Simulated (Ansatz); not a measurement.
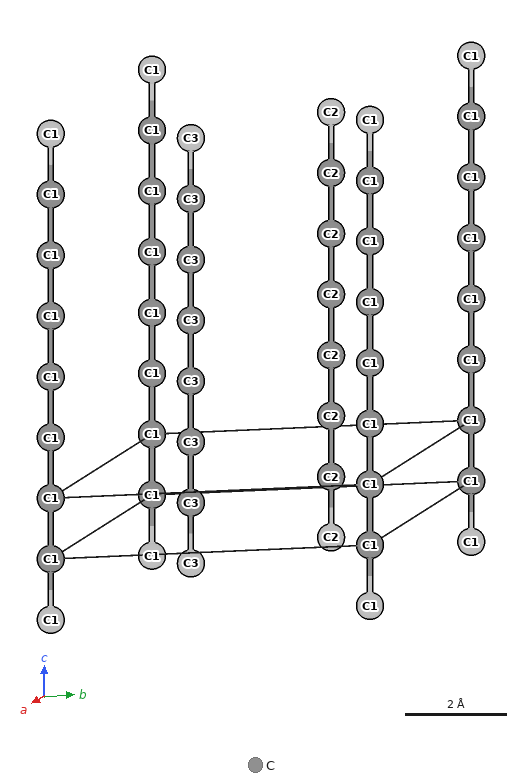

The structure as given in the input (ball-and-stick view of the cell of the calculation, repeated 1 × 1 × 6, seen slightly off an axis; neighbours outside the cell are drawn fainter; atoms are numbered from 1 in the order of the input). Near neighbours in the crystal (not all of them lie inside the picture): C has 2 C at 1.23 Å.

## Two runs on C

System: C (P6/mmm, 3 atoms in the cell).
Method of the first run: DFT, BLYP, plane waves (420 eV) with PAW, scalar-relativistic, no spin polarisation (Ansatz 0.2.0).

Text and figures count atoms from 1; the logs count them from 0 in places.

### Input file, the first run
```yaml
crystal:
  lattice:
    - [6.4631023964, 1.0e-10, 0.0]
    - [-3.2315511983, 5.5972108625, 0.0]
    - [0.0, 0.0, 1.230065061]
  atoms:
    - { symbol: C, position: [0.0, 0.0, 0.0] }
    - { symbol: C, position: [0.3333333333, 0.6666666667, 0.5] }
    - { symbol: C, position: [0.6666666667, 0.3333333333, 0.5] }
hamiltonian:
  xc: blyp
  pseudopotentials:
    kind: paw
    azcp:
      C: "pseudopotentials/C.paw.azcp"
basis:
  ecutwfc: 420
  fft_grid_basis: typed
kpoints:
  mp_grid: { grid: [6, 6, 27], shift: [0, 0, 0] }
magnetization:
  spin_polarized: false
scf:
  occupations: { method: fermi_dirac, width: 0.1 }
  lower_state_search: "off"
output:
  stress: true
```

Hardware: 2 threads of an Arm (aarch64) CPU, shared host.

### Output, shortened to warnings, some set-up lines, iterations and results (the first run)
```
Basis set: ecut = 420 eV, 833 PW (Γ), exchange–correlation on 90×90×18 points (8 copies of the dense FFT grid, shifted against one another)
Symmetry: 24 space group operations
k-points: 98 of 972
Initial density: superposition of atomic densities (neutral atoms: chi_scale 0, normalization atom), corrected by the library's trained network
[...]
SCF iter   1: F=—  HF=-752.572110 eV  |F-HF|=—  |Δ(HF+E_count)|=         —  Δρ=1.19e-2  dr2=2.77e-2  ethr=1.77e-3  ⟨swp⟩=4.9  Hψ=6115  notcnv=0
SCF iter   2: F=—  HF=-752.567371 eV  |F-HF|=—  |Δ(HF+E_count)|=   4.74e-3  Δρ=2.28e-3  dr2=2.10e-3  ethr=2.31e-4  ⟨swp⟩=2.8  Hψ=2624  notcnv=0  defer=49
SCF iter   3: F=—  HF=-752.566517 eV  |F-HF|=—  |Δ(HF+E_count)|=   8.54e-4  Δρ=3.29e-4  dr2=2.33e-5  ethr=1.75e-5  ⟨swp⟩=2.1  Hψ=1497  notcnv=0  defer=49
SCF iter   4: F=—  HF=-752.566713 eV  |F-HF|=—  |Δ(HF+E_count)|=   1.96e-4  Δρ=2.51e-5  dr2=2.23e-7  ethr=1.94e-7  ⟨swp⟩=2.5  Hψ=1604  notcnv=0  defer=49
SCF iter   5: F=-752.566713 eV  HF=-752.566713 eV  |F-HF|=3.93e-9  |Δ(HF+E_count)|=   1.61e-8  Δρ=3.19e-6  dr2=5.99e-9  ethr=1.86e-9  ⟨swp⟩=2.3  Hψ=1397  notcnv=0  defer=49
SCF iter   6: F=-752.566713 eV  HF=-752.566713 eV  |F-HF|=6.14e-12  |Δ(HF+E_count)|=   1.44e-9  Δρ=2.82e-7  dr2=2.05e-11  ethr=4.99e-11  ⟨swp⟩=2.2  Hψ=3465  notcnv=0
SCF 1 converged in 6 iterations: F = -752.566713 eV  dr2 = 2.05e-11
SCF converged after 6 iterations
Free energy (F): -752.566713 eV
Harris-Foulkes:  -752.566713 eV  (|F-HF|=6.14e-12)
Internal energy: -752.545207 eV  (E = F + TS)
E sigma→0 (E₀):  -752.555960 eV
Entropy (-TS):   -0.021506 eV (-7.169 meV/atom)
Fermi energy:    2.046916 eV
--- Per-component energies (eV) ---
  E_band       = -80.476787
  E_kinetic    = 275.002722
  E_local      = -645.534206  (includes V_loc(G=0)·N_el)
  E_nonlocal   = 89.429557
  E_hartree    = 198.169559
  E_xc         = -140.249637
  E_vxc        = -172.700425  (∫ρ·V_xc dr)
  E_paw        = -305.035988  (= ΣΔE_a)
  E_vpaw       = -23.013657  (= ΣTr[D̂ρ^β])
  E_aug_tail   = 0.000032  (compensation charges beyond the density's cutoff)
  E_ewald      = -224.332209
  E_core_change = 0.004963  (= ΣΔE_core)
  E_smearing   = -0.021506  (= −TS)
  E_closure    = 0.000000  (closes the sum)
  Σ components = -752.566713   (vs F -752.566713, Δ=0.00e0)
--- Stress (GPa, compression-positive) ---
        1.060051       0.000000      -0.000000
        0.000000       1.060051       0.000000
       -0.000000       0.000000      59.779374
  P = ⅓ Tr σ = 20.6332 GPa (206.332 kbar)
```

The input of the second run differs as follows (lines with − go, lines with + come):
```diff
-    - [6.4631023964, 1.0e-10, 0.0]
-    - [-3.2315511983, 5.5972108625, 0.0]
-    - [0.0, 0.0, 1.230065061]
+    - [6.5595808351, 1.0e-10, 0.0]
+    - [-3.2797904176, 5.6807636413, 0.0]
+    - [0.0, 0.0, 1.2484269481]
```

How does the second run compare with the first run?

With the same functional and potentials, the second run lies 69.1 meV per atom lower. The pressure goes from 20.63 to 12.44 GPa. The volume per atom goes from 14.83 to 15.51 Å³. The cell is scaled evenly with the atoms at fixed fractional positions, so −ΔP/Δ ln V estimates the bulk modulus midway between the two volumes: about 180 GPa. The number of SCF iterations is the same. The plane waves at Γ go from 833 to 881.

### Output, shortened to warnings, some set-up lines, iterations and results (the second run)
```
Basis set: ecut = 420 eV, 881 PW (Γ), exchange–correlation on 90×90×18 points (8 copies of the dense FFT grid, shifted against one another)
Symmetry: 24 space group operations
k-points: 98 of 972
Initial density: superposition of atomic densities (neutral atoms: chi_scale 0, normalization atom), corrected by the library's trained network
[...]
SCF iter   1: F=—  HF=-752.779266 eV  |F-HF|=—  |Δ(HF+E_count)|=         —  Δρ=1.14e-2  dr2=2.63e-2  ethr=1.77e-3  ⟨swp⟩=4.8  Hψ=6099  notcnv=0
SCF iter   2: F=—  HF=-752.774496 eV  |F-HF|=—  |Δ(HF+E_count)|=   4.77e-3  Δρ=2.05e-3  dr2=1.83e-3  ethr=2.19e-4  ⟨swp⟩=2.8  Hψ=2606  notcnv=0  defer=50
SCF iter   3: F=—  HF=-752.773746 eV  |F-HF|=—  |Δ(HF+E_count)|=   7.49e-4  Δρ=3.08e-4  dr2=2.19e-5  ethr=1.53e-5  ⟨swp⟩=2.1  Hψ=1488  notcnv=0  defer=50
SCF iter   4: F=—  HF=-752.773942 eV  |F-HF|=—  |Δ(HF+E_count)|=   1.96e-4  Δρ=2.66e-5  dr2=3.03e-7  ethr=1.82e-7  ⟨swp⟩=2.6  Hψ=1667  notcnv=0  defer=50
SCF iter   5: F=-752.773942 eV  HF=-752.773942 eV  |F-HF|=4.08e-9  |Δ(HF+E_count)|=   1.88e-8  Δρ=3.72e-6  dr2=7.75e-9  ethr=2.52e-9  ⟨swp⟩=2.3  Hψ=1359  notcnv=0  defer=50
SCF iter   6: F=-752.773942 eV  HF=-752.773942 eV  |F-HF|=2.25e-11  |Δ(HF+E_count)|=   1.34e-9  Δρ=2.82e-7  dr2=1.10e-11  ethr=6.46e-11  ⟨swp⟩=2.2  Hψ=3446  notcnv=0
SCF 1 converged in 6 iterations: F = -752.773942 eV  dr2 = 1.10e-11
SCF converged after 6 iterations
Free energy (F): -752.773942 eV
Harris-Foulkes:  -752.773942 eV  (|F-HF|=2.25e-11)
Internal energy: -752.751249 eV  (E = F + TS)
E sigma→0 (E₀):  -752.762595 eV
Entropy (-TS):   -0.022693 eV (-7.564 meV/atom)
Fermi energy:    1.746318 eV
--- Per-component energies (eV) ---
  E_band       = -82.579824
  E_kinetic    = 271.867635
  E_local      = -646.995295  (includes V_loc(G=0)·N_el)
  E_nonlocal   = 88.152818
  E_hartree    = 199.250767
  E_xc         = -139.345190
  E_vxc        = -171.530495  (∫ρ·V_xc dr)
  E_paw        = -304.654249  (= ΣΔE_a)
  E_vpaw       = -22.576055  (= ΣTr[D̂ρ^β])
  E_aug_tail   = 0.000028  (compensation charges beyond the density's cutoff)
  E_ewald      = -221.032726
  E_core_change = 0.004963  (= ΣΔE_core)
  E_smearing   = -0.022693  (= −TS)
  E_closure    = 0.000000  (closes the sum)
  Σ components = -752.773942   (vs F -752.773942, Δ=0.00e0)
--- Stress (GPa, compression-positive) ---
        0.862744      -0.000000       0.000000
       -0.000000       0.862744       0.000000
        0.000000       0.000000      35.601983
  P = ⅓ Tr σ = 12.4425 GPa (124.425 kbar)
```

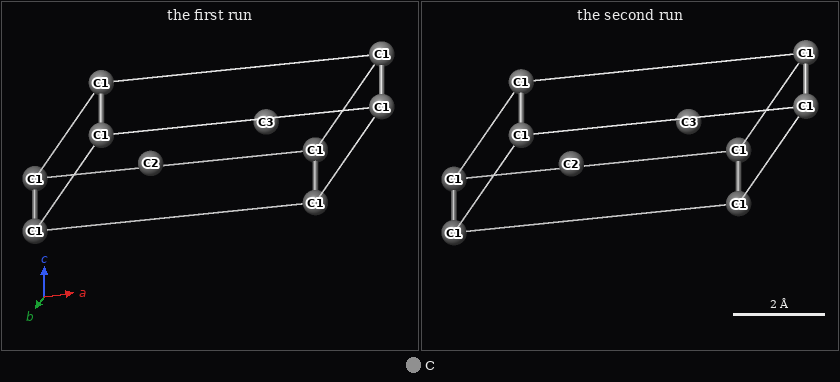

The two input geometries at one scale (ball-and-stick view of the cell of the calculation, seen at an oblique angle). No atom moves by more than 0.005 Å relative to the cell. The drawn cell changes as follows: a = b 6.463 → 6.560 Å (+1.5 %), c 1.230 → 1.248 Å (+1.5 %); the volume changes by +4.5 %. Among the contacts that change: C1–C1 1.230 → 1.248 Å.

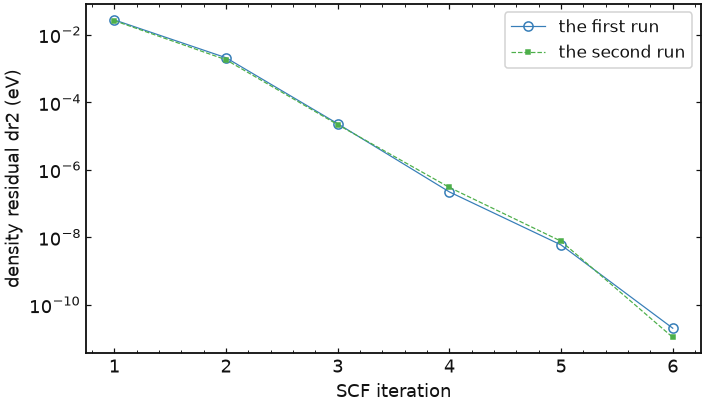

Convergence of the two runs: density residual dr2 against the SCF iteration. The first run takes 6 iterations in all, and the second run takes 6.

### The two runs side by side

```tsv
quantity	the first run	the second run
outcome	converged	converged
free energy per atom (eV)	−250.8556	−250.9246
energy per atom, smearing taken to zero (eV)	−250.8520	−250.9209
pressure (GPa)	20.63	12.44
volume per atom (Å³)	14.83	15.51
SCF iterations	6	6
irreducible k-points	98	98
plane waves at Γ	833	881
wall time (shared host)	1.3 s	1.3 s
```
